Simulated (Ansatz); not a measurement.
# Geometry relaxation, with input and output: Al₁₆N₁₇ (charge −2) (part 1 of 3)

- system: Al₁₆N₁₇ (defect cell, 33 atoms in the cell, total charge −2)
- method: DFT PBE, scalar-relativistic, plane waves, PAW, spin-polarised (Ansatz 0.2.0)

The structure derives from a Materials Project entry. It belongs to a series of runs on one base structure; here: N interstitial, charge -2, atoms relaxed at the host's cell.

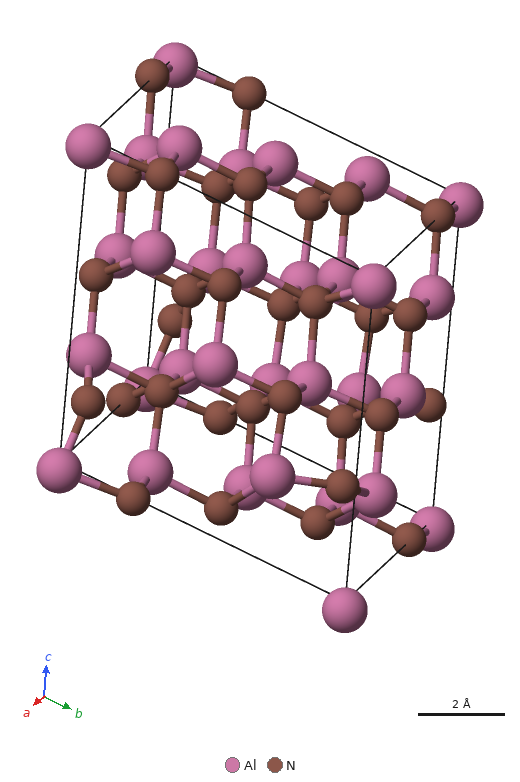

*The input geometry (ball-and-stick view of the cell of the calculation, seen slightly off an axis). An atom can appear more than once, as a periodic image.*

Results in brief

- outcome: converged
- electrons treated: 135
- free energy: −15146.7827 eV
- Fermi energy: 10.891 eV
- gap on the k-point mesh: none (metallic)
- net moment of the cell: 0.50 μB
- integrated absolute moment: 0.52 μB
- final volume: 341.47 Å³
- largest force (length of the vector) at the end: 0.007 eV/Å
- hardware: 4 threads of Intel Xeon @ 2.50GHz (Skylake/Cascade Lake), 32 GiB of memory available, shared host
- wall time: 86 s (CPU time 5.3 min)
- peak memory: 1.1 GiB

Remarks

The cell is charged and computed with a neutralising background, so its energy and pressure depend on the cell and aren't those of a real crystal. The k-point mesh is coarse for a cell of this size, so the results may not be converged.

Input file
```yaml
crystal:
  lattice:
    - [4.4031742003, -4.4031742003, 4.4031742003]
    - [-4.4031742003, 4.4031742003, 4.4031742003]
    - [-4.4031742003, -4.4031742003, -4.4031742003]
  atoms:
    - { symbol: Al, position: [0.2528513387, 0.747849435, 0.0071376291] }
    - { symbol: Al, position: [0.5051471315, 0.7524657227, 0.7617042559] }
    - { symbol: Al, position: [0.7472623616, 0.746495381, 0.4991039301], spin: 0.091 }
    - { symbol: Al, position: [0.0006624898, 0.0016202627, 0.9728268972] }
    - { symbol: Al, position: [0.2466829881, -0.0011297212, 0.7482432347], spin: 0.091 }
    - { symbol: Al, position: [0.0056751274, 0.720114542, 0.2657329976], spin: 0.091 }
    - { symbol: Al, position: [0.7506748945, 0.2413451652, 0.0079146048] }
    - { symbol: Al, position: [0.496175622, -0.0020921739, 0.5072525903] }
    - { symbol: Al, position: [0.7623498179, 0.003046265, 0.2687445179], spin: 0.091 }
    - { symbol: Al, position: [0.0029862051, 0.2516268076, 0.75261385], spin: 0.091 }
    - { symbol: Al, position: [0.5051361549, 0.5023898872, 0.0117448026] }
    - { symbol: Al, position: [0.2473531724, 0.2453287677, 0.5062398317], spin: 0.091 }
    - { symbol: Al, position: [0.7484644957, 0.4956580264, 0.7549454206] }
    - { symbol: Al, position: [0.4961705312, 0.2479727463, 0.2572142908] }
    - { symbol: Al, position: [0.0006545957, 0.4933422306, 0.5114008445] }
    - { symbol: Al, position: [0.2506316068, 0.4913228349, 0.2578974893] }
    - { symbol: "N", position: [0.2537173164, -0.003734111, 0.0010340506] }
    - { symbol: "N", position: [0.5006595469, -0.0018120516, 0.7574715674] }
    - { symbol: "N", position: [0.7434710155, -0.0019832386, 0.5087925196], spin: 0.091 }
    - { symbol: "N", position: [0.0006567902, 0.2583227763, -0.0038062088] }
    - { symbol: "N", position: [0.2577678304, 0.252280507, 0.7707640356], spin: 0.091 }
    - { symbol: "N", position: [-0.0058141166, 0.0759845684, 0.2143955879], spin: 0.091 }
    - { symbol: "N", position: [0.7476043685, 0.4887056311, 0.0025048013] }
    - { symbol: "N", position: [0.495139133, 0.2463765964, 0.5056633976] }
    - { symbol: "N", position: [0.7446369592, 0.2525002512, 0.2611383854] }
    - { symbol: "N", position: [0.0006539905, 0.5001067829, 0.7593748227] }
    - { symbol: "N", position: [0.5061834479, 0.7518937485, 0.0111853906] }
    - { symbol: "N", position: [0.2566805973, 0.5085317025, 0.5171583056] }
    - { symbol: "N", position: [0.747600684, 0.7432128678, 0.7479889538] }
    - { symbol: "N", position: [0.5006460855, 0.4981796605, 0.2574759274] }
    - { symbol: "N", position: [0.0062159969, 0.7378586402, 0.5178708151], spin: 0.091 }
    - { symbol: "N", position: [0.2537068998, 0.7417554052, 0.2555532494] }
    - { symbol: "N", position: [-0.0016154387, -0.0445889499, 0.3347300857], spin: 0.091 }
  host:
    lattice:
      - [0.0, 2.2015871002, 2.2015871002]
      - [2.2015871002, 0.0, 2.2015871002]
      - [2.2015871002, 2.2015871002, 0.0]
    atoms:
      - { symbol: Al, position: [0.0, 0.0, 0.0] }
      - { symbol: "N", position: [0.75, 0.75, 0.75] }
total_charge: -2
basis:
  ecutwfc: 420
  xc_grid: 2
kpoints:
  mp_grid: { grid: [2, 2, 2], shift: [0.5, 0.5, 0.5] }
hamiltonian:
  xc: pbe
scf:
  occupations: { method: gaussian, width: 0.01 }
output:
  forces: true
  stress: false
  eigenvalues: true
  populations: true
  charged_corrections:
    defect_position: [0.0, 0.0, 0.5]
    epsilon: [[8.6591, 0.0, 0.0], [0.0, 8.6591, 0.0], [0.0, 0.0, 8.6591]]
magnetization:
  spin_polarized: true
relax:
  adjacent_minimum: "off"
  f_tol: 0.025
  max_steps: 45
```

Launched with:
```bash
ansatz run input.yaml --threads 4 --pin off --max-ram 10240MiB --backend cpu --events-out ev --progress --plain --runs-dir out
```

The program's output
```
Engine: ansatz 0.2.0, x86_64-unknown-linux-gnu
Pseudopotentials: kind: paw
Pseudopotential: Al, paw, valence charge 3, recommended cutoff 420 eV (normal), Al.paw.azcp
Pseudopotential: N, paw, valence charge 5, recommended cutoff 420 eV (normal), N.paw.azcp
Functional definition: PBE
  parameter kappa = 0.804
  parameter beta = 0.06672455060314922
  exchange = pbe_x(kappa = kappa, mu = beta*pi^2/3)
  correlation = pbe_c(beta = beta)
Crystal: 33 atoms, lattice volume = 341.474 Å³
Basis set: ecut = 420 eV, 6699 PW (Γ), exchange–correlation on 108×108×108 points (8 copies of the dense FFT grid, shifted against one another)
Bands: 102, of which v1, the nominal top of the filled ones, is band 68 counted from 1 (67 counted from 0)
Symmetry: 1 space group operations
Space group: P1 (ITA 1), of the structure as read, at distance tolerance 7.0e-5 Å
Magnetic group: BNS 1.1 (UNI 1), of the structure as read, at distance tolerance 7.0e-5 Å
k-points: 4 of 8 (time reversal used)
Non-local potential: Al, projectors of the file, l = 0: 2, l = 1: 2, l = 2: 1
Non-local potential: N, projectors of the file, l = 0: 2, l = 1: 2, l = 2: 1
PAW form: soft (Blöchl's): semilocal exchange-correlation on the pseudo side does not see the compensation charge
PAW one-centre angular grid: Al, 110 points (default); XC on 64 Gauss nodes
PAW one-centre angular grid: N, 110 points (default); XC on 64 Gauss nodes
Initial density: superposition of atomic densities (chi_scale 0.1, normalization cell, long waves kept (reshape's long-wave potential 0.09 eV rms))
Starting moments: Σ|m| = 1.001 μB on 11 of 33 sites
Initial wavefunctions: pseudopotential atomic-orbital guess
Functional: x = pbe(κ = 0.804, μ = 0.2195149727645171), c = pbe(β = 0.06672455060314922)
SCF iter   1: F=—  HF=-15163.699689 eV  |F-HF|=—  |Δ(HF+E_count)|=         —  Δρ=6.17e-2 (↑6.01e-2 ↓6.17e-2)  dr2=6.07e1  dr2_m=3.02e-2  M=0.500 μB ∫|m|=0.528 μB  β_m=0.30  ethr=3.10e-3  ⟨swp⟩=5.5  Hψ=3376  notcnv=0  defer=140
preconditioner: auto → Kerker (q_TF=auto, 2.337 Å⁻¹)  [metal: Δε(μ)=0.005 eV  Ē_g=14.235 eV  σ=0.010 eV  W_gap=0.29  n_scr=78 (ndim 8)  ℏωp=23.3 eV  f_vac=0.000  D(μ)=34.81/eV (n_scr^D=458)]
spin=Collinear: Kerker preconditioning applied to the charge; magnetization (m = ρ↑ − ρ↓) channel mixes plain (no charge-response kernel on spin).
SCF iter   2: F=—  HF=-15152.005068 eV  |F-HF|=—  |Δ(HF+E_count)|=    1.17e1  Δρ=3.55e-2 (↑3.42e-2 ↓3.55e-2)  dr2=2.01e1  dr2_m=1.55e-2  M=0.500 μB ∫|m|=0.514 μB  β_m=0.30  ethr=3.10e-3  ⟨swp⟩=2.2  Hψ=1511  notcnv=0  defer=231
SCF iter   3: F=—  HF=-15146.728569 eV  |F-HF|=—  |Δ(HF+E_count)|=    5.28e0  Δρ=1.69e-2 (↑1.69e-2 ↓1.69e-2)  dr2=2.06e0  dr2_m=7.90e-3  M=0.500 μB ∫|m|=0.508 μB  β_m=0.30  ethr=3.10e-3  ⟨swp⟩=3.1  Hψ=1364  notcnv=0  defer=230
SCF iter   4: F=—  HF=-15146.414182 eV  |F-HF|=—  |Δ(HF+E_count)|=   3.14e-1  Δρ=3.55e-3 (↑3.55e-3 ↓3.31e-3)  dr2=9.83e-2  dr2_m=4.36e-3  M=0.500 μB ∫|m|=0.506 μB  β_m=0.30  ethr=1.53e-3  ⟨swp⟩=2.2  Hψ=991  notcnv=0  defer=230
SCF iter   5: F=—  HF=-15146.432247 eV  |F-HF|=—  |Δ(HF+E_count)|=   1.81e-2  Δρ=2.10e-3 (↑2.10e-3 ↓2.07e-3)  dr2=3.45e-2  dr2_m=2.56e-3  M=0.500 μB ∫|m|=0.507 μB  β_m=0.30  ethr=7.28e-5  ⟨swp⟩=3.4  Hψ=1047  notcnv=0  defer=230
SCF iter   6: F=—  HF=-15146.439730 eV  |F-HF|=—  |Δ(HF+E_count)|=   7.48e-3  Δρ=1.07e-3 (↑9.41e-4 ↓1.07e-3)  dr2=8.33e-3  dr2_m=1.56e-3  M=0.500 μB ∫|m|=0.508 μB  β_m=0.30  ethr=2.55e-5  ⟨swp⟩=2.9  Hψ=1184  notcnv=0  defer=230
SCF iter   7: F=—  HF=-15146.442685 eV  |F-HF|=—  |Δ(HF+E_count)|=   2.95e-3  Δρ=6.89e-4 (↑5.79e-4 ↓6.89e-4)  dr2=2.27e-3  dr2_m=9.81e-4  M=0.500 μB ∫|m|=0.510 μB  β_m=0.30  ethr=6.17e-6  ⟨swp⟩=2.0  Hψ=1373  notcnv=0  defer=230
Mixer restart at iter 7: flushing history
spin-set hold released at iteration 7 (site moments contracting): the magnetisation degrees of freedom join the quasi-Newton model from the next iteration; the mixer history was flushed
SCF iter   8: F=—  HF=-15146.443750 eV  |F-HF|=—  |Δ(HF+E_count)|=   1.06e-3  Δρ=5.31e-4 (↑4.74e-4 ↓5.31e-4)  dr2=1.52e-3  dr2_m=6.40e-4  M=0.500 μB ∫|m|=0.512 μB  β_m=0.65  ethr=1.68e-6  ⟨swp⟩=2.2  Hψ=919  notcnv=0  defer=230
SCF iter   9: F=—  HF=-15146.447920 eV  |F-HF|=—  |Δ(HF+E_count)|=   4.17e-3  Δρ=4.82e-4 (↑1.65e-4 ↓4.82e-4)  dr2=1.29e-3  dr2_m=2.87e-4  M=0.500 μB ∫|m|=0.571 μB  β_m=0.82  ethr=1.12e-6  ⟨swp⟩=3.9  Hψ=1210  notcnv=0  defer=230
SCF iter  10: F=—  HF=-15146.449494 eV  |F-HF|=—  |Δ(HF+E_count)|=   1.57e-3  Δρ=4.73e-4 (↑1.50e-4 ↓4.73e-4)  dr2=1.40e-3  dr2_m=2.62e-4  M=0.500 μB ∫|m|=0.616 μB  β_m=0.25  ethr=9.59e-7  ⟨swp⟩=2.4  Hψ=1171  notcnv=0  defer=230
SCF iter  11: F=—  HF=-15146.450944 eV  |F-HF|=—  |Δ(HF+E_count)|=   1.45e-3  Δρ=3.51e-4 (↑1.57e-4 ↓3.51e-4)  dr2=7.65e-4  dr2_m=1.65e-4  M=0.500 μB ∫|m|=0.669 μB  β_m=0.21  ethr=9.59e-7  ⟨swp⟩=2.9  Hψ=1147  notcnv=0  defer=230
SCF iter  12: F=—  HF=-15146.452592 eV  |F-HF|=—  |Δ(HF+E_count)|=   1.65e-3  Δρ=1.36e-4 (↑1.24e-4 ↓1.36e-4)  dr2=1.41e-4  dr2_m=2.94e-5  M=0.500 μB ∫|m|=0.745 μB  β_m=0.59  ethr=5.67e-7  ⟨swp⟩=3.5  Hψ=1279  notcnv=0  defer=230
SCF iter  13: F=—  HF=-15146.452751 eV  |F-HF|=—  |Δ(HF+E_count)|=   1.58e-4  Δρ=1.36e-4 (↑6.04e-5 ↓1.36e-4)  dr2=9.69e-5  dr2_m=1.98e-5  M=0.500 μB ∫|m|=0.777 μB  β_m=0.79  ethr=1.04e-7  ⟨swp⟩=3.5  Hψ=1382  notcnv=0  defer=232
SCF iter  14: F=—  HF=-15146.452825 eV  |F-HF|=—  |Δ(HF+E_count)|=   7.41e-5  Δρ=4.55e-5 (↑3.16e-5 ↓4.55e-5)  dr2=1.73e-5  dr2_m=2.41e-6  M=0.500 μB ∫|m|=0.769 μB  β_m=0.90  ethr=7.18e-8  ⟨swp⟩=2.0  Hψ=1221  notcnv=0  defer=235
SCF iter  15: F=—  HF=-15146.452830 eV  |F-HF|=—  |Δ(HF+E_count)|=   5.01e-6  Δρ=3.49e-5 (↑9.05e-6 ↓3.49e-5)  dr2=7.69e-6  dr2_m=1.23e-6  M=0.500 μB ∫|m|=0.775 μB  β_m=0.95  ethr=1.16e-8  ⟨swp⟩=17.6  Hψ=5247  notcnv=0
SCF iter  16: F=—  HF=-15146.452837 eV  |F-HF|=—  |Δ(HF+E_count)|=   7.70e-6  Δρ=1.09e-5 (↑4.68e-6 ↓1.09e-5)  dr2=7.80e-7  dr2_m=1.09e-7  M=0.500 μB ∫|m|=0.772 μB  β_m=0.85  ethr=5.69e-9  ⟨swp⟩=5.4  Hψ=2714  notcnv=0
SCF iter  17: F=-15146.452838 eV  HF=-15146.452838 eV  |F-HF|=1.45e-8  |Δ(HF+E_count)|=   7.70e-7  Δρ=1.84e-6 (↑1.49e-6 ↓1.84e-6)  dr2=5.30e-8  dr2_m=4.15e-9  M=0.500 μB ∫|m|=0.771 μB  ethr=5.78e-10  ⟨swp⟩=4.0  Hψ=2267  notcnv=0
SCF 1 converged in 17 iterations: F = -15146.452838 eV  dr2 = 5.30e-8
  greatest PAW one-centre occupation: 0.807 electrons in one spin orbital (limit 2), on the N atom at site 32 (counted from 0), in its partial waves of l = 0
relax step   1: F+E_penalty+E_count = -15146.45283822 eV  Δ(F+E_penalty+E_count) = +0.000e0 eV  max|allowed force component| = 1.792e0 eV/Å  Δτ_max = 0.0000 Å  (17 SCF iters, dr2 threshold 1.56e-5 eV, accepted)
Initial density: handed on by an earlier stage of this run
Starting moments: Σ|m| = 1.001 μB on 11 of 33 sites; this step starts from the density that it was given
Initial wavefunctions: those handed on with the density
iter 1 solved again at ethr=2.61e-5 eV; its pass at ethr=3.10e-3 eV (dr2=3.52e-2 eV) is discarded
SCF iter   1: F=—  HF=-15146.658451 eV  |F-HF|=—  |Δ(HF+E_count)|=         —  Δρ=1.80e-3 (↑1.52e-3 ↓1.80e-3)  dr2=3.66e-2  dr2_m=5.93e-4  M=0.500 μB ∫|m|=0.658 μB  β_m=0.30  ethr=2.61e-5  ⟨swp⟩=2.0  Hψ=2055  notcnv=0  defer=237
preconditioner: auto → Kerker (q_TF=auto, 2.337 Å⁻¹)  [metal: Δε(μ)=0.002 eV  Ē_g=13.296 eV  σ=0.010 eV  W_gap=0.13  n_scr=78 (ndim 8)  ℏωp=23.3 eV  f_vac=0.000  D(μ)=27.86/eV (n_scr^D=320)]
spin=Collinear: Kerker preconditioning applied to the charge; magnetization (m = ρ↑ − ρ↓) channel mixes plain (no charge-response kernel on spin).
SCF iter   2: F=—  HF=-15146.655498 eV  |F-HF|=—  |Δ(HF+E_count)|=   2.95e-3  Δρ=1.26e-3 (↑9.99e-4 ↓1.26e-3)  dr2=1.90e-2  dr2_m=3.66e-4  M=0.500 μB ∫|m|=0.648 μB  β_m=0.60  ethr=2.61e-5  ⟨swp⟩=1.6  Hψ=587  notcnv=0  defer=237
SCF iter   3: F=—  HF=-15146.653756 eV  |F-HF|=—  |Δ(HF+E_count)|=   1.74e-3  Δρ=3.60e-4 (↑2.21e-4 ↓3.60e-4)  dr2=2.43e-3  dr2_m=4.39e-5  M=0.500 μB ∫|m|=0.621 μB  β_m=0.74  ethr=1.41e-5  ⟨swp⟩=2.6  Hψ=1064  notcnv=0  defer=237
SCF iter   4: F=—  HF=-15146.653554 eV  |F-HF|=—  |Δ(HF+E_count)|=   2.01e-4  Δρ=1.12e-4 (↑9.21e-5 ↓1.12e-4)  dr2=2.12e-4  dr2_m=5.08e-6  M=0.500 μB ∫|m|=0.602 μB  β_m=0.84  ethr=1.80e-6  ⟨swp⟩=2.4  Hψ=1106  notcnv=0  defer=237
iter 5 did not close the SCF: its close was put off for a magnetic moment that had not settled (scf_convergence_deferred on its scf_iter line)
SCF iter   5: F=-15146.653514 eV  HF=-15146.653554 eV  |F-HF|=4.00e-5  |Δ(HF+E_count)|=   8.43e-7  Δρ=6.48e-5 (↑6.30e-5 ↓6.48e-5)  dr2=5.96e-5  dr2_m=1.10e-6  M=0.500 μB ∫|m|=0.595 μB  β_m=0.78  ethr=7.41e-8  ⟨swp⟩=13.1  Hψ=4824  notcnv=0
iter 6 did not close the SCF: its close was put off for a magnetic moment that had not settled (scf_convergence_deferred on its scf_iter line)
SCF iter   6: F=-15146.653545 eV  HF=-15146.653548 eV  |F-HF|=2.89e-6  |Δ(HF+E_count)|=   5.94e-6  Δρ=1.99e-5 (↑1.99e-5 ↓1.69e-5)  dr2=6.86e-6  dr2_m=2.75e-7  M=0.500 μB ∫|m|=0.593 μB  β_m=0.89  ethr=4.41e-8  ⟨swp⟩=3.9  Hψ=2861  notcnv=0
SCF iter   7: F=-15146.653548 eV  HF=-15146.653548 eV  |F-HF|=7.08e-7  |Δ(HF+E_count)|=   6.28e-7  Δρ=8.00e-6 (↑8.00e-6 ↓7.77e-6)  dr2=1.11e-6  dr2_m=1.37e-8  M=0.500 μB ∫|m|=0.591 μB  ethr=5.08e-9  ⟨swp⟩=3.1  Hψ=2666  notcnv=0
SCF 2 converged in 7 iterations: F = -15146.653548 eV  dr2 = 1.11e-6
[... from here on the iterations of each SCF are left out, up to the last one ...]
relax step   2: F+E_penalty+E_count = -15146.65354756 eV  Δ(F+E_penalty+E_count) = -2.007e-1 eV  max|allowed force component| = 1.035e0 eV/Å  Δτ_max = 0.0363 Å  (7 SCF iters, dr2 threshold 1.00e-4 eV, accepted)
preconditioner: auto → Kerker (q_TF=auto, 2.337 Å⁻¹)  [metal: Δε(μ)=0.001 eV  Ē_g=13.299 eV  σ=0.010 eV  W_gap=0.05  n_scr=78 (ndim 8)  ℏωp=23.3 eV  f_vac=0.000  D(μ)=28.14/eV (n_scr^D=320)]
spin=Collinear: Kerker preconditioning applied to the charge; magnetization (m = ρ↑ − ρ↓) channel mixes plain (no charge-response kernel on spin).
SCF 3 converged in 6 iterations: F = -15146.761193 eV  dr2 = 1.54e-5
relax step   3: F+E_penalty+E_count = -15146.76119276 eV  Δ(F+E_penalty+E_count) = -1.076e-1 eV  max|allowed force component| = 2.244e-1 eV/Å  Δτ_max = 0.0555 Å  (6 SCF iters, dr2 threshold 6.69e-5 eV, accepted)
preconditioner: auto → Kerker (q_TF=auto, 2.337 Å⁻¹)  [metal: Δε(μ)=0.000 eV  Ē_g=13.290 eV  σ=0.010 eV  W_gap=0.00  n_scr=78 (ndim 8)  ℏωp=23.3 eV  f_vac=0.000  D(μ)=28.21/eV (n_scr^D=320)]
spin=Collinear: Kerker preconditioning applied to the charge; magnetization (m = ρ↑ − ρ↓) channel mixes plain (no charge-response kernel on spin).
SCF 4 converged in 6 iterations: F = -15146.781663 eV  dr2 = 1.32e-6
relax step   4: F+E_penalty+E_count = -15146.78166298 eV  Δ(F+E_penalty+E_count) = -2.047e-2 eV  max|allowed force component| = 6.866e-2 eV/Å  Δτ_max = 0.0143 Å  (6 SCF iters, dr2 threshold 3.15e-6 eV, accepted)
preconditioner: auto → Kerker (q_TF=auto, 2.337 Å⁻¹)  [metal: Δε(μ)=0.000 eV  Ē_g=13.289 eV  σ=0.010 eV  W_gap=0.00  n_scr=78 (ndim 8)  ℏωp=23.3 eV  f_vac=0.000  D(μ)=28.21/eV (n_scr^D=320)]
spin=Collinear: Kerker preconditioning applied to the charge; magnetization (m = ρ↑ − ρ↓) channel mixes plain (no charge-response kernel on spin).
SCF 5 converged in 7 iterations: F = -15146.782509 eV  dr2 = 6.89e-9
relax step   5: F+E_penalty+E_count = -15146.78250876 eV  Δ(F+E_penalty+E_count) = -8.458e-4 eV  max|allowed force component| = 2.687e-2 eV/Å  Δτ_max = 0.0049 Å  (7 SCF iters, accepted)
preconditioner: auto → Kerker (q_TF=auto, 2.337 Å⁻¹)  [metal: Δε(μ)=0.000 eV  Ē_g=13.287 eV  σ=0.010 eV  W_gap=0.00  n_scr=78 (ndim 8)  ℏωp=23.3 eV  f_vac=0.000  D(μ)=28.21/eV (n_scr^D=320)]
spin=Collinear: Kerker preconditioning applied to the charge; magnetization (m = ρ↑ − ρ↓) channel mixes plain (no charge-response kernel on spin).
SCF 6 converged in 7 iterations: F = -15146.782645 eV  dr2 = 6.27e-9
relax step   6: F+E_penalty+E_count = -15146.78264497 eV  Δ(F+E_penalty+E_count) = -1.362e-4 eV  max|allowed force component| = 3.637e-2 eV/Å  Δτ_max = 0.0056 Å  (7 SCF iters, accepted)
SCF iter   1: F=—  HF=-15146.782827 eV  |F-HF|=—  |Δ(HF+E_count)|=         —  Δρ=8.10e-5 (↑8.10e-5 ↓8.10e-5)  dr2=5.40e-5  dr2_m=1.70e-7  M=0.500 μB ∫|m|=0.519 μB  β_m=0.30  ethr=4.69e-7  ⟨swp⟩=2.0  Hψ=1583  notcnv=0  defer=241
spin=Collinear: Kerker preconditioning applied to the charge; magnetization (m = ρ↑ − ρ↓) channel mixes plain (no charge-response kernel on spin).
SCF iter   2: F=—  HF=-15146.782727 eV  |F-HF|=—  |Δ(HF+E_count)|=   9.97e-5  Δρ=5.31e-5 (↑5.31e-5 ↓5.29e-5)  dr2=2.27e-5  dr2_m=9.90e-8  M=0.500 μB ∫|m|=0.519 μB  β_m=0.54  ethr=4.00e-8  ⟨swp⟩=2.0  Hψ=960  notcnv=0  defer=241
SCF iter   3: F=—  HF=-15146.782724 eV  |F-HF|=—  |Δ(HF+E_count)|=   3.50e-6  Δρ=1.27e-5 (↑1.27e-5 ↓1.21e-5)  dr2=2.23e-6  dr2_m=1.01e-8  M=0.500 μB ∫|m|=0.519 μB  β_m=0.75  ethr=1.68e-8  ⟨swp⟩=2.0  Hψ=1113  notcnv=0  defer=241
SCF iter   4: F=—  HF=-15146.782723 eV  |F-HF|=—  |Δ(HF+E_count)|=   3.74e-7  Δρ=2.40e-6 (↑2.38e-6 ↓2.40e-6)  dr2=1.46e-7  dr2_m=1.13e-10  M=0.500 μB ∫|m|=0.519 μB  β_m=0.87  ethr=1.65e-9  ⟨swp⟩=2.0  Hψ=988  notcnv=0  defer=241
SCF iter   5: F=-15146.782723 eV  HF=-15146.782723 eV  |F-HF|=1.18e-8  |Δ(HF+E_count)|=   2.54e-8  Δρ=1.04e-6 (↑1.04e-6 ↓1.02e-6)  dr2=1.92e-8  dr2_m=1.01e-10  M=0.500 μB ∫|m|=0.519 μB  ethr=7.41e-11  ⟨swp⟩=8.6  Hψ=3337  notcnv=0
SCF 7 converged in 5 iterations: F = -15146.782723 eV  dr2 = 1.92e-8
relax step   7: F+E_penalty+E_count = -15146.78272320 eV  Δ(F+E_penalty+E_count) = -7.822e-5 eV  max|allowed force component| = 5.498e-3 eV/Å  Δτ_max = 0.0015 Å  (5 SCF iters, accepted)
```
